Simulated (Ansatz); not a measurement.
Band-structure calculation of Ni3Si

The run: band-structure calculation of Ni3Si (4 atoms in the cell). Method and program: DFT PBE, scalar-relativistic, plane waves, PAW, no spin polarisation (Ansatz 0.2.0).

The structure was made by a generator, so it may or may not be a known phase. Figures and captions count atoms from 1; the log counts them from 0 in places.

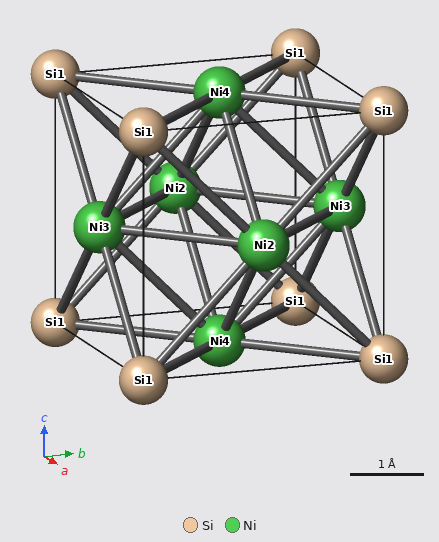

Fig. 1: The structure (ball-and-stick view of the cell of the calculation, seen slightly off an axis; atoms are numbered from 1 in the order of the input). An atom can appear more than once, as a periodic image.

**Input file**
```yaml
crystal:
  lattice:
    - [3.5063093255, 0.0, 0.0]
    - [0.0, 3.5063093255, 0.0]
    - [0.0, 0.0, 3.5063093255]
  atoms:
    - { symbol: Si, position: [0.0, 0.0, 0.0] }
    - { symbol: Ni, position: [0.0, 0.5, 0.5] }
    - { symbol: Ni, position: [0.5, 0.0, 0.5] }
    - { symbol: Ni, position: [0.5, 0.5, 0.0] }
basis:
  ecutwfc: 420
kpoints:
  mp_grid: { grid: [14, 14, 14] }
  band_path:
    path:
      - [[0.0, 0.0, 0.0], [0.0, 0.5, 0.0], [0.5, 0.5, 0.0], [0.0, 0.0, 0.0], [0.5, 0.5, 0.5], [0.0, 0.5, 0.0]]
      - [[0.5, 0.5, 0.5], [0.5, 0.5, 0.0]]
    npoints: 14
hamiltonian:
  xc: pbe
scf:
  occupations: { method: gaussian, width: 0.1 }
  n_extra_bands: 10
output:
  forces: true
  stress: true
  eigenvalues: true
  populations: true
  dos: { projected: true, de: 0.02, nscf_kmesh: { grid: [17, 17, 17] } }
  bader: true
  write_density: true
  write_potential: true
  elf: true
  volumetric_format: npy
```

Run on 1 thread of Intel Xeon @ 2.50GHz (Skylake/Cascade Lake), 189 GiB of memory available, shared host.

Launched with:
```bash
ansatz run input.yaml --threads 1 --pin off --max-ram 2560MiB --backend cpu --events-out ev --progress --plain --runs-dir out
```

**What the program printed**
```
scf.n_extra_bands = 10 over 29 filled bands (N_el = 58.0): the run solves 39 bands
Engine: ansatz 0.2.0, x86_64-unknown-linux-gnu
Pseudopotentials: kind: paw
Pseudopotential: Si, paw, valence charge 4, recommended cutoff 420 eV (normal), Si.paw.azcp
Pseudopotential: Ni, paw, valence charge 18, recommended cutoff 420 eV (normal), Ni.paw.azcp
Functional definition: PBE
  parameter kappa = 0.804
  parameter beta = 0.06672455060314922
  exchange = pbe_x(kappa = kappa, mu = beta*pi^2/3)
  correlation = pbe_c(beta = beta)
Crystal: 4 atoms, lattice volume = 43.107 Å³
Basis set: ecut = 420 eV, 847 PW (Γ), exchange–correlation on 48×48×48 points (8 copies of the dense FFT grid, shifted against one another)
Bands: 39, of which v1, the nominal top of the filled ones, is band 29 counted from 1 (28 counted from 0)
Symmetry: 48 space group operations
Space group: Pm-3m (ITA 221), of the structure as read, at distance tolerance 3.5e-5 Å
k-points: 120 of 2744
Non-local potential: Si, projectors of the file, l = 0: 2, l = 1: 2, l = 2: 2
Non-local potential: Ni, projectors of the file, l = 0: 3, l = 1: 2, l = 2: 3, l = 3: 1
PAW form: soft (Blöchl's): semilocal exchange-correlation on the pseudo side does not see the compensation charge
PAW one-centre angular grid: Si, 110 points (default); XC on 64 Gauss nodes
PAW one-centre angular grid: Ni, 590 points (default); XC on 64 Gauss nodes
Initial density: superposition of atomic densities (neutral atoms: chi_scale 0, normalization atom), corrected by the library's trained network
Initial wavefunctions: pseudopotential atomic-orbital guess
Functional: x = pbe(κ = 0.804, μ = 0.2195149727645171), c = pbe(β = 0.06672455060314922)
SCF iter   1: F=—  HF=-18156.806676 eV  |F-HF|=—  |Δ(HF+E_count)|=         —  Δρ=3.31e-3  dr2=4.58e-3  ethr=1.77e-3  ⟨swp⟩=5.2  Hψ=17722  notcnv=0  defer=36
preconditioner: auto → Kerker (q_TF=auto, 2.867 Å⁻¹)  [metal: Δε(μ)=0.018 eV  Ē_g=10.269 eV  σ=0.100 eV  W_gap=0.10  n_scr=18 (ndim 8)  ℏωp=33.0 eV  f_vac=0.001  D(μ)=2.01/eV (n_scr^D=18)]
SCF iter   2: F=—  HF=-18156.806357 eV  |F-HF|=—  |Δ(HF+E_count)|=   3.19e-4  Δρ=1.93e-3  dr2=1.85e-3  ethr=7.90e-6  ⟨swp⟩=2.0  Hψ=7991  notcnv=0  defer=97
SCF iter   3: F=—  HF=-18156.806013 eV  |F-HF|=—  |Δ(HF+E_count)|=   3.44e-4  Δρ=9.80e-4  dr2=3.87e-4  ethr=3.19e-6  ⟨swp⟩=2.5  Hψ=6143  notcnv=0  defer=97
SCF iter   4: F=—  HF=-18156.805941 eV  |F-HF|=—  |Δ(HF+E_count)|=   7.20e-5  Δρ=3.63e-4  dr2=6.35e-5  ethr=6.68e-7  ⟨swp⟩=1.2  Hψ=4621  notcnv=0  defer=97
SCF iter   5: F=—  HF=-18156.805864 eV  |F-HF|=—  |Δ(HF+E_count)|=   7.66e-5  Δρ=7.80e-5  dr2=2.82e-6  ethr=1.09e-7  ⟨swp⟩=1.9  Hψ=5363  notcnv=0  defer=97
SCF iter   6: F=-18156.805864 eV  HF=-18156.805864 eV  |F-HF|=3.81e-8  |Δ(HF+E_count)|=   4.14e-7  Δρ=1.50e-5  dr2=7.58e-8  ethr=1.72e-10  ⟨swp⟩=11.5  Hψ=35963  notcnv=0
SCF 1 converged in 6 iterations: F = -18156.805864 eV  dr2 = 7.58e-8
  greatest PAW one-centre occupation: 1.001 electrons in one spin orbital (limit 2), on the Ni atom at site 2 (counted from 0), in its partial waves of l = 1
```

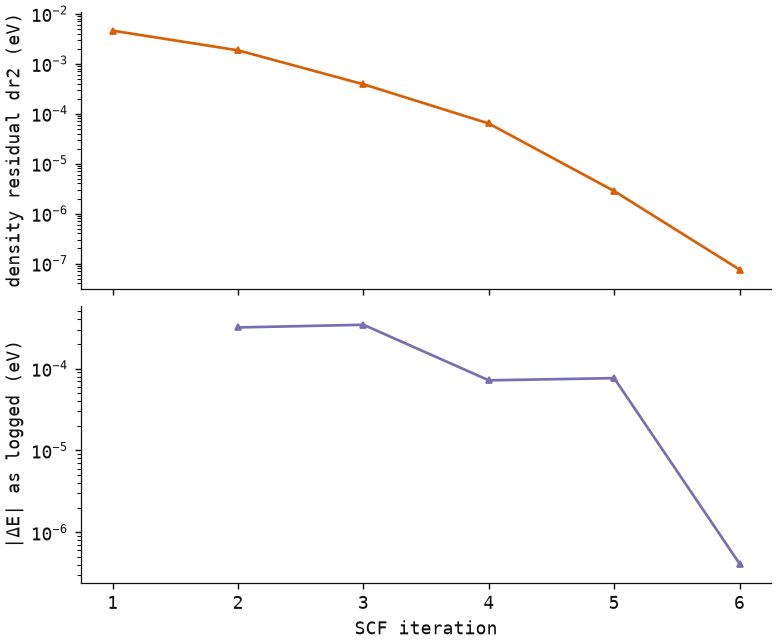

Fig. 2: Convergence of the self-consistent field: density residual dr2 and size of the energy change against the SCF iteration. The residual falls at every step.

```
NSCF: frozen V_eff on 86 k-points
NSCF: frozen V_eff on 165 k-points
SCF converged after 6 iterations
Free energy (F): -18156.805864 eV
Harris-Foulkes:  -18156.805864 eV  (|F-HF|=3.81e-8)
Internal energy: -18156.795665 eV  (E = F + TS)
E sigma→0 (E₀):  -18156.800764 eV
Entropy (-TS):   -0.010199 eV (-2.550 meV/atom)
Fermi energy:    17.510800 eV
--- Per-component energies (eV) ---
  E_band       = -844.877050
  E_kinetic    = 895.848016
  E_local      = -11627.959316  (includes V_loc(G=0)·N_el)
  E_nonlocal   = 1931.862065
  E_hartree    = 4958.713615
  E_xc         = -313.170001
  E_vxc        = -379.744252  (∫ρ·V_xc dr)
  E_paw        = -5403.885722  (= ΣΔE_a)
  E_vpaw       = -1582.306019  (= ΣTr[D̂ρ^β])
  E_aug_tail   = 0.001554  (compensation charges beyond the density's cutoff)
  E_ewald      = -8598.205876
  E_smearing   = -0.010199  (= −TS)
  E_closure    = -0.000000  (closes the sum)
  Σ components = -18156.805864   (vs F -18156.805864, Δ=0.00e0)
--- Forces (eV/Å), atoms counted from 1 ---
  atom   1  Si    -0.00000000    -0.00000000    -0.00000000
  atom   2  Ni     0.00000000    -0.00000000     0.00000000
  atom   3  Ni     0.00000000    -0.00000000     0.00000000
  atom   4  Ni     0.00000000     0.00000000     0.00000000
  max |Σ_I F_I| component: 7.81e-29 eV/Å
--- Stress (GPa, compression-positive) ---
        0.000353       0.000000      -0.000000
       -0.000000       0.000353       0.000000
        0.000000       0.000000       0.000353
  P = ⅓ Tr σ = 0.0004 GPa (0.004 kbar)
--- Band table (eV; the first three rows and the last of 120) ---
  k-point 0: bands = ["-85.6790", "-85.6432", "-85.6432", "-46.1510", "-46.1510", "-46.1510", "-46.0946", "-46.0946", "-46.0946", "-45.9326", "-45.9326", "-45.9326", "5.5178", "12.5786", "13.4199", "13.4199", "13.9449", "13.9449", "13.9449", "15.9552", "15.9552", "15.9552", "16.5654", "16.5654", "16.5654", "16.8838", "16.8838", "17.2183", "17.5445", "17.5445", "17.5445", "22.2983", "23.7999", "23.7999", "28.0068", "28.0068", "28.0068", "31.4283", "31.4283"]
  k-point 1: bands = ["-85.6786", "-85.6436", "-85.6432", "-46.1501", "-46.1501", "-46.1497", "-46.0949", "-46.0949", "-46.0947", "-45.9341", "-45.9333", "-45.9333", "5.5778", "12.5925", "13.3315", "13.4628", "13.9396", "13.9396", "13.9625", "15.8128", "15.8128", "15.9359", "16.3651", "16.6553", "16.6553", "16.8849", "16.8982", "17.1933", "17.5445", "17.6509", "17.6509", "22.4507", "23.7876", "23.9855", "27.8189", "27.8189", "27.8525", "30.5502", "30.5502"]
  k-point 2: bands = ["-85.6774", "-85.6448", "-85.6432", "-46.1473", "-46.1473", "-46.1460", "-46.0958", "-46.0958", "-46.0949", "-45.9384", "-45.9351", "-45.9351", "5.7559", "12.5602", "13.1161", "13.5880", "13.9213", "13.9213", "14.0137", "15.5814", "15.5814", "15.8798", "16.0065", "16.7061", "16.7061", "16.8519", "16.8864", "17.1203", "17.5447", "17.9993", "17.9993", "22.6709", "23.7510", "24.6088", "27.1779", "27.1779", "27.5111", "30.2299", "30.2299"]
  k-point 119: bands = ["-85.6550", "-85.6550", "-85.6550", "-46.1750", "-46.1750", "-46.1750", "-46.0992", "-46.0407", "-46.0407", "-46.0407", "-45.9005", "-45.9005", "9.3249", "13.1979", "13.1979", "13.1979", "13.7287", "13.7287", "13.7287", "15.2916", "15.2916", "15.2916", "16.0530", "16.0530", "16.0530", "16.2669", "16.2669", "17.0160", "17.3064", "17.3064", "17.3064", "18.7200", "21.4917", "21.4917", "21.4917", "33.9701", "33.9701", "34.4789", "34.4789"]
--- Löwdin populations: 4 sites ---
  site symbol       q [e]
     0     Si      4.4042
     1     Ni     17.6343
     2     Ni     17.6343
     3     Ni     17.6343
  spilling = 0.011944 (of n_electrons = 58.000000)
--- Bader charges: 4 sites ---
  site symbol  charge [e]  shift [e]
     0     Si      0.4198     0.0074
     1     Ni     -0.1399     0.0025
     2     Ni     -0.1399     0.0025
     3     Ni     -0.1399     0.0025
  estimated error of the sums over rays = 3.6e-4 e
```

**File bader_charges.tsv**
```
# site	symbol	x_ang	y_ang	z_ang	partial_charge_e	electrons	volume_ang3	relative_density_drop	shared_charge_e	partial_wave_shift_e
# quadrature_error_electrons = 3.6e-4
0	Si	0.0000	0.0000	0.0000	0.41979	13.58021	11.10	-	0.41979	0.00738
1	Ni	0.0000	1.7532	1.7532	-0.13993	28.13993	10.67	-	-0.13993	0.00246
2	Ni	1.7532	0.0000	1.7532	-0.13993	28.13993	10.67	-	-0.13993	0.00246
3	Ni	1.7532	1.7532	0.0000	-0.13993	28.13993	10.67	-	-0.13993	0.00246
```

**File populations.tsv**
```
# site	symbol	l	j	q
# orbitals = lowdin
# n_electrons = 58.000000
# spilling = 0.011944
0	Si	0_3S	-	1.458272
0	Si	1_3P	-	2.945923
1	Ni	0_3S	-	1.992455
1	Ni	0_4S	-	0.740443
1	Ni	1_3P	-	5.996374
1	Ni	2_3D	-	8.905077
2	Ni	0_3S	-	1.992455
2	Ni	0_4S	-	0.740443
2	Ni	1_3P	-	5.996374
2	Ni	2_3D	-	8.905077
3	Ni	0_3S	-	1.992455
3	Ni	0_4S	-	0.740443
3	Ni	1_3P	-	5.996374
3	Ni	2_3D	-	8.905077
```

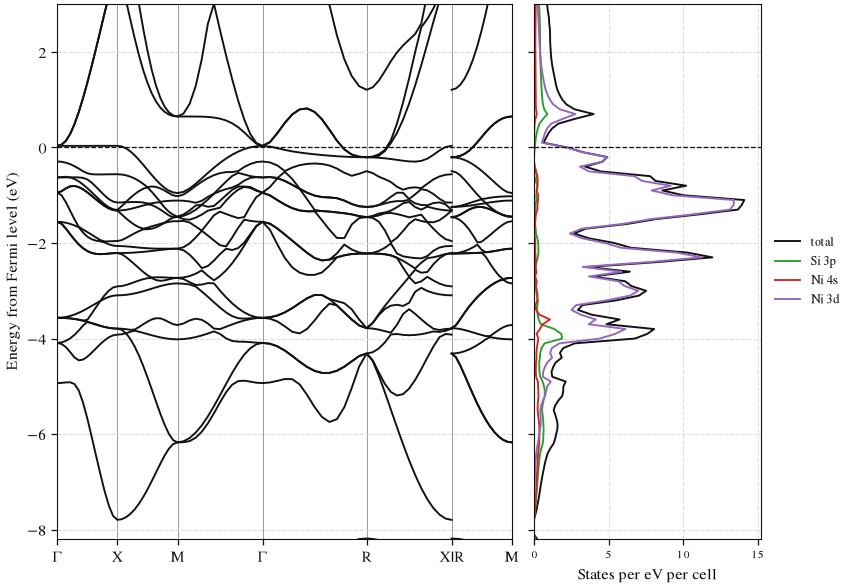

Fig. 3: Band structure along Γ–X–M–Γ–R–X|R–M and density of states (projected on Löwdin-orthogonalised atomic shells), with energies from the Fermi level. Bands cross the Fermi level: a metal at this level of theory.

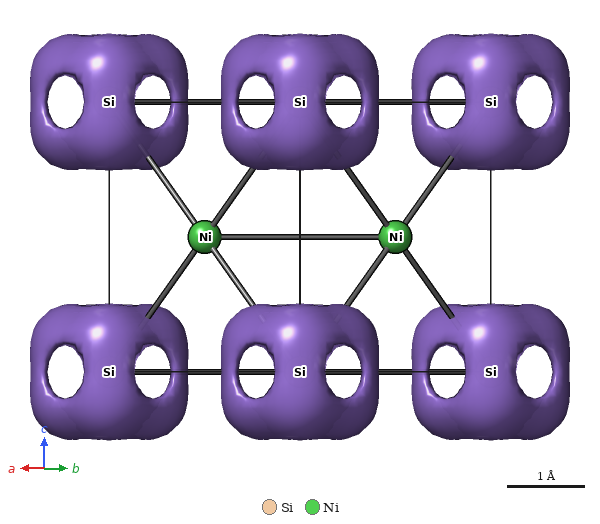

Fig. 4: Isosurface of the electron localisation function at 0.6 (purple), seen along [110]. Only the valence region is drawn (cores and ρ < 0.01 e/Å³ removed). Sticks mark near contacts. The outline is the cell set on symmetry axes. Values along the shortest contacts: Si–Ni (2.48 Å): the ELF is about 0.40 at the midpoint. Ni–Ni (2.48 Å): the ELF is about 0.25 at the midpoint; no shared electron pair. In a PAW calculation such maps are meaningful between the atoms, not at the nuclei.

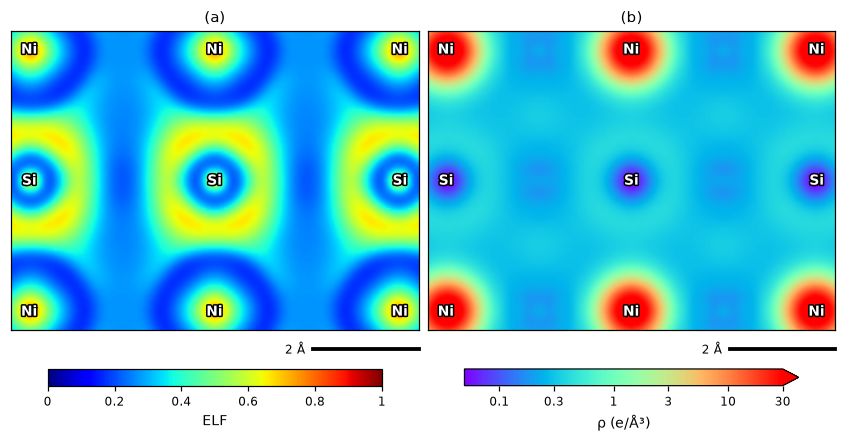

Fig. 5: (a) electron localisation function; (b) valence charge density (pseudo) on the (110) plane of the conventional cell. Atoms in the plane: Si and Ni. Si–Ni (2.48 Å): the density is about 0.36 e/Å³ at the midpoint; the ELF is about 0.40 at the midpoint. Away from the nuclei the density in this plane falls to 0.18 e/Å³ at its lowest. The strong features right at Ni lie inside the PAW spheres (semicore, d or f shells) and say nothing about bonding.

**Results in brief**

```csv
quantity,value
outcome,converged
space group (tolerance 0.01 Å),Pm-3m (221)
electrons treated,58
free energy,−18156.8059 eV
Fermi energy,17.511 eV
gap on the k-point mesh,none (metallic)
pressure,0.00 GPa
largest force (length of the vector),under 0.001 eV/Å
wall time,91 s
peak memory,0.47 GiB
```

**Notes**

The run has no spin polarisation, so a magnetic state may lie lower.
